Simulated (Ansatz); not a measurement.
```
Al Cu
1.0
     0.00000    0.00000    2.88473
     4.12116    0.00000    0.00000
     0.00000    4.12116    0.00000
Al Cu
2 1
Direct
  0.50000 0.50000 0.00782
  0.50000 0.00000 0.46554
  0.00000 0.00000 0.01131
```

Space group Pmm2; a point of a scan over the structure, not its minimum; a structure from a database of computed crystals, not necessarily the ambient phase; changed on purpose from its base cell (mode 9 frozen in at -0.142 Å, equal normal strain along x and y +0.0000); not relaxed (largest force 1.7 eV/Å); computed without spin polarisation; PAW files of the earlier set (soft_1).

All numbers below come from DFT PBE, scalar-relativistic, plane waves, PAW (Ansatz 0.2.0).

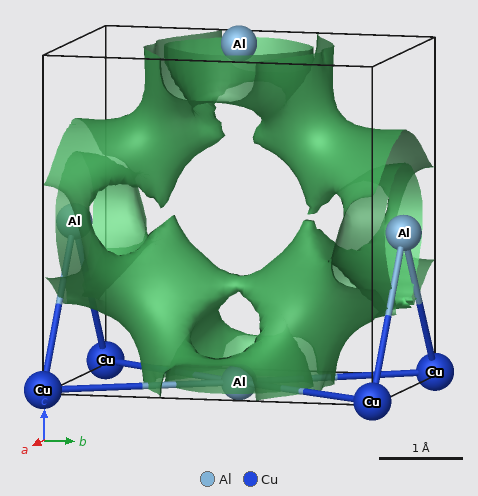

Al2Cu. Isosurface of the electron localisation function at 0.55 (green), seen slightly off an axis. Only the valence region is drawn (cores and ρ < 0.01 e/Å³ removed). Sticks mark near contacts.

**What do the ELF domains correspond to?**

The surface consists of one network that runs through the whole crystal, counted in one cell of 3 atoms. Any copies at cell faces, edges or corners count once.

Values along the shortest contacts:
Al–Cu (2.36 Å): the ELF peaks at about 0.60 between the atoms. Al–Cu (2.52 Å): the ELF peaks at about 0.65 between the atoms.

**Does the calculation make it a metal, or give it a gap?**

It is metallic or semimetallic at this level of theory: no gap opens.
